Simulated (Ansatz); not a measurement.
# Calculations on HfO2

## 1. Relaxation

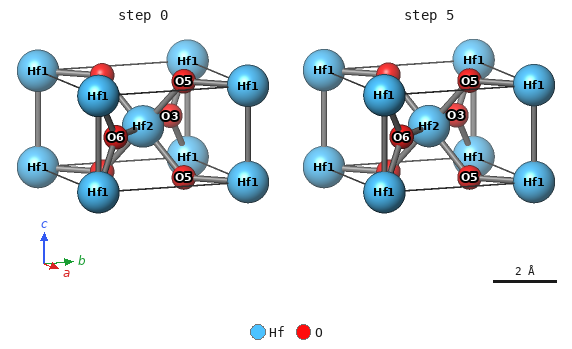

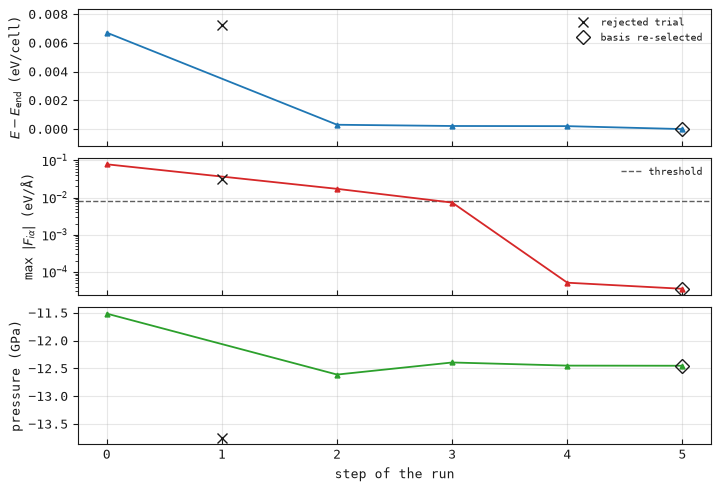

First and last geometry of a relaxation of a crystal of HfO₂ (set up in P4_2/mnm), with the history of the run. Style: ball-and-stick. Shown: the cell of the calculation, slightly off an axis.

Case: biaxial strain in the a-b plane of +6.0 %; c and atoms relaxed.

These are results of DFT r2SCAN, scalar-relativistic, plane waves, PAW (Ansatz), not measurements. (plane-wave cutoff 500 eV; k-point mesh 6 × 6 × 8; occupations gaussian; smearing width 0.02 eV; no spin polarisation; cell relaxed at fixed a, b, gamma; force threshold 0.008 eV/Å; at most 40 steps)

What do the curves and the structures tell?

Answer. It converged. The energy falls by 6.7 meV per cell of the calculation in 3 accepted moves (5 points after the start). The largest force component goes from 0.078 to under 0.0001 eV/Å. The pressure goes from −11.51 to −12.45 GPa. The line search rejected the trial step at point 1 of the run. At 1 point the geometry stayed and the basis and grid were re-selected for the new cell (energy shift of 0.2 meV per cell of the calculation at most each time). The largest moves relative to the cell, 0.010 Å, are those of O atoms. Hf stays in place. Cell: a = b unchanged at 5.128 Å, c 3.104 → 3.125 Å (+0.7 %). Volume +0.7 %. Among the contacts that change: Hf–Hf 3.104 → 3.125 Å, Hf–O 2.215 → 2.225 Å. The space group stays P4_2/mnm (No. 136).

## 2. Relaxation

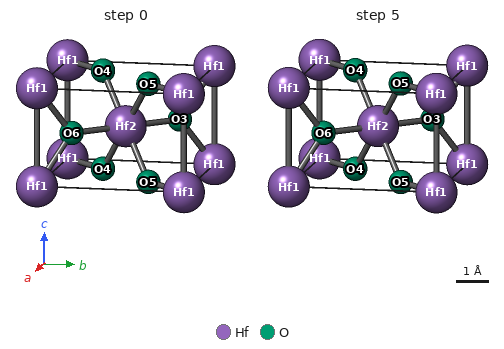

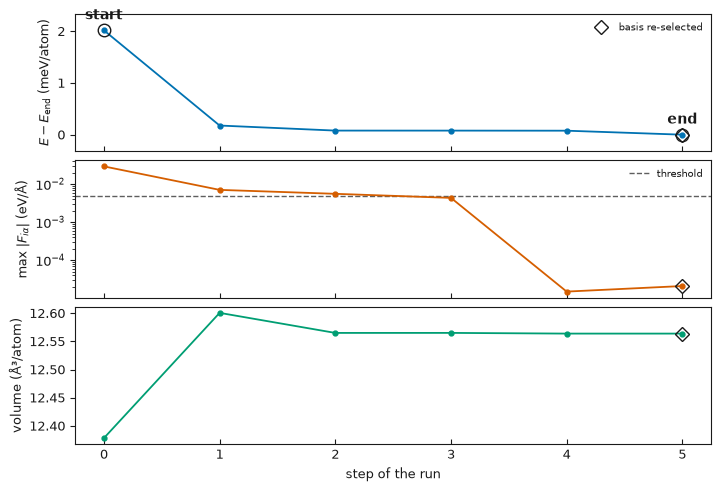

First and last geometry of a relaxation of crystalline HfO2 (set up in P4_2/mnm), with the history of the run. The picture is a ball-and-stick view of the cell of the calculation, seen slightly off an axis.

All numbers below come from DFT r2SCAN, scalar-relativistic, plane waves, PAW in Ansatz. Set-up: plane-wave cutoff 500 eV; k-point mesh 6 × 6 × 8; occupations gaussian; smearing width 0.02 eV; no spin polarisation; cell and atoms relaxed; force threshold 0.005 eV/Å; at most 80 steps.

Did the run converge, and what did it change?

It converged. The atoms keep their places relative to the cell (all moves are under 0.005 Å). The volume changes by +1.5 %, with a = b 4.814 → 4.838 Å (+0.5 %), c 3.205 → 3.220 Å (+0.5 %). Near-neighbour distances that change, for instance: Hf1–Hf1 3.205 → 3.220 Å, Hf1–O3 2.081 → 2.091 Å. The space group stays P4_2/mnm (No. 136). After 4 accepted moves (5 points after the start) the energy has fallen by 2.0 meV per atom. The largest force component goes from 0.029 to under 0.0001 eV/Å. Pressure: 3.56 GPa at the start and 0.00 GPa at the end. The SCF was repeated once at an unchanged geometry on a basis and grid sized afresh for the cell, which shifted the energy by 0.1 meV per atom at most.

## 3. A change

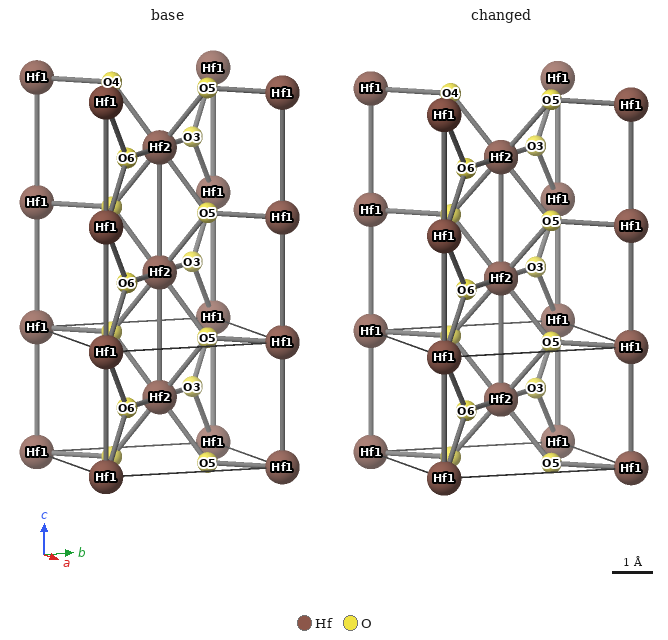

Left: a crystal of HfO₂ (set up in P4_2/mnm). Right: the same structure after one change, at the same scale. Style: ball-and-stick. Shown: the cell of the calculation, repeated 1 × 1 × 3 with one cell outlined, slightly off an axis.

Method: Ansatz, DFT r2SCAN, scalar-relativistic, plane waves, PAW. (plane-wave cutoff 500 eV; k-point mesh 6 × 6 × 8; occupations gaussian; smearing width 0.02 eV; no spin polarisation)

What was changed?

Answer. Biaxial strain in the a–b plane, +6.0 %, is applied. The c axis and the atoms are relaxed.

And its effect?

Answer. It costs 97.6 meV per atom. Pressure: 0.0 GPa before, −12.5 GPa after. The principal stresses (compression positive) are 0.0 GPa along c and −18.7 GPa across it. The drawn cell changes as follows: a = b 4.838 → 5.128 Å (+6.0 %), c 3.220 → 3.125 Å (−3.0 %); the volume changes by +9.0 %. The largest moves relative to the cell, 0.012 Å, are those of O3, O4, O5 and O6. O5 goes along [−1 −1 0]. Hf stays in place. Among the bonded contacts that change: Hf–O 2.090 → 2.099 to 2.225 Å, Hf–Hf 3.220 → 3.125 Å. The space group stays P4_2/mnm (No. 136).

## 4. Series

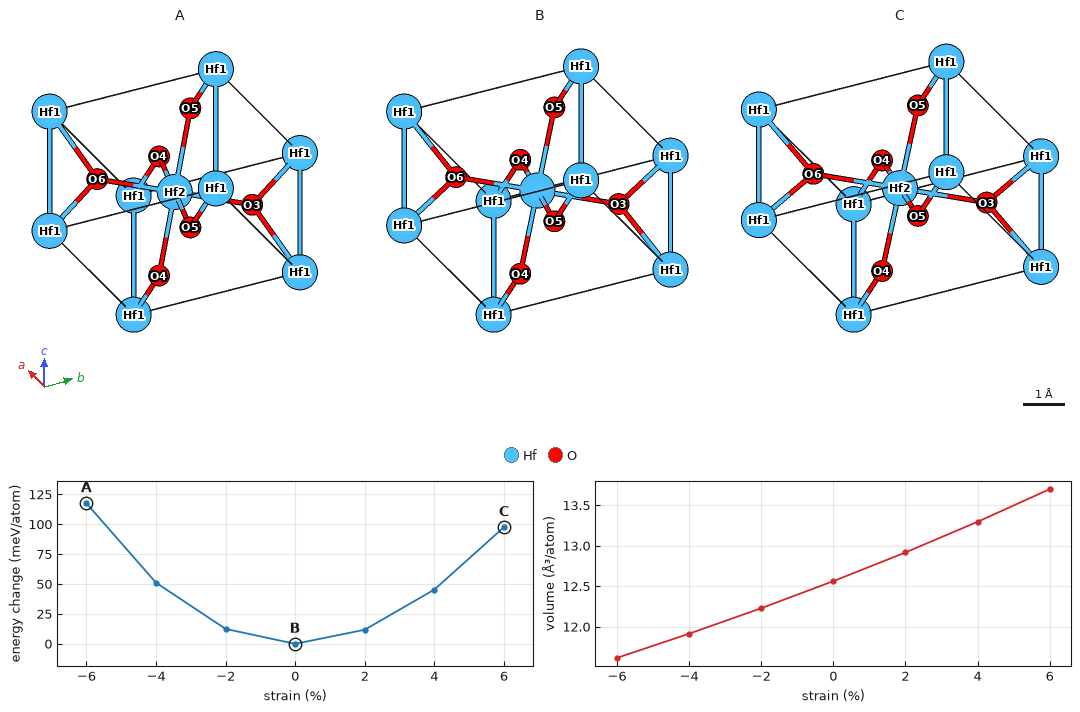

Members of a series of calculations on solid HfO$_{2}$ (set up in P4_2/mnm), marked on the first curve. A ball-and-stick model of the cell of the calculation, seen from a free direction.

Level of theory: DFT r2SCAN, scalar-relativistic, plane waves, PAW in Ansatz. (plane-wave cutoff 500 eV; k-point mesh 6 × 6 × 8; occupations gaussian; smearing width 0.02 eV; no spin polarisation)

Describe the series.

Biaxial strain in the a–b plane, c and atoms relaxed. A (strain −6.0 %): energy change 118 meV/atom, volume 11.62 Å³ per atom. B (strain 0.0 %): energy change 0.0 meV/atom, volume 12.56 Å³ per atom. C (strain 6.0 %): energy change 97.6 meV/atom, volume 13.70 Å³ per atom. The rest compares A with C. The volume changes by +17.9 %, with a = b 4.548 → 5.128 Å (+12.8 %), c 3.370 → 3.125 Å (−7.3 %). Near-neighbour distances before and after: Hf–Hf 3.370 → 3.125 Å, Hf–O 1.991 → 2.225 Å, Hf–O 2.083 → 2.099 Å.
